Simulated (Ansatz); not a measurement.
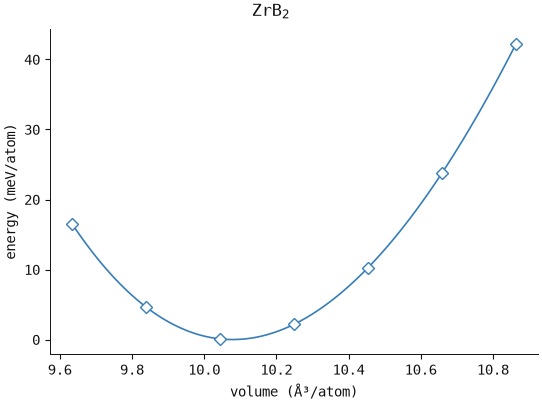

The plot gives the computed energy against volume for ZrB₂, space group P6/mmm (No. 191).

Structure:
```cif
data_structure
_symmetry_space_group_name_H-M 'P 1'
_symmetry_Int_Tables_number 1
_cell_length_a 3.1700
_cell_length_b 3.1700
_cell_length_c 3.5330
_cell_angle_alpha 90.000
_cell_angle_beta 90.000
_cell_angle_gamma 120.000
_cell_volume 30.75
loop_
_atom_site_label
_atom_site_type_symbol
_atom_site_fract_x
_atom_site_fract_y
_atom_site_fract_z
_atom_site_occupancy
Zr1 Zr 0.00000 0.00000 0.00000 1
B1 B 0.66667 0.33333 0.50000 1
B2 B 0.33333 0.66667 0.50000 1
```

Calculation (Ansatz 0.2.0): all-electron LAPW DFT, no spin polarisation; energies at scaled volumes of the given cell, shape and fractions fixed, counted from the fit's minimum, third-order Birch-Murnaghan fit. Level: PBEsol.

| setting | value |
| --- | --- |
| k mesh | 10×10×8 |
| occupations | Fermi–Dirac |
| smearing width | 0.05 eV |
| potentials | all electron LAPW, scalar relativistic |
| program settings | basis error eV/atom 0.001 |

This calculation gives: equilibrium volume 10.08 Å³/atom and bulk modulus 250 GPa.

Now Zr is replaced by Hf on all its sites, which gives HfB₂ in the same structure. What happens?

The equilibrium volume falls from 10.08 to 9.74 Å³/atom (−3.4 %) and the bulk modulus rises from 250 to 262 GPa (+4.8 %).

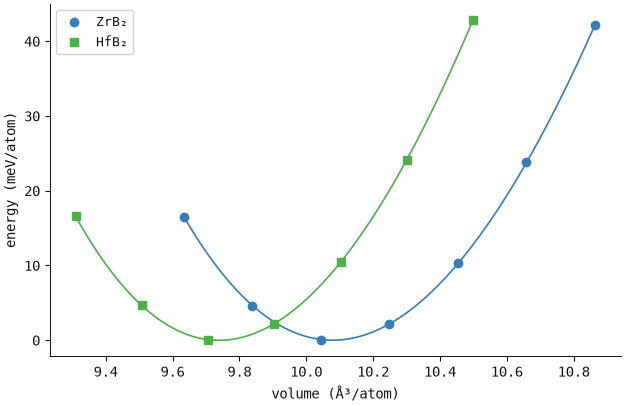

The two results together.

For both, limits of the calculation: shape and atomic fractions are frozen while scaling, which makes layered, chain and framework solids too stiff.

V0 and the bulk modulus come from third-order Birch–Murnaghan fits.
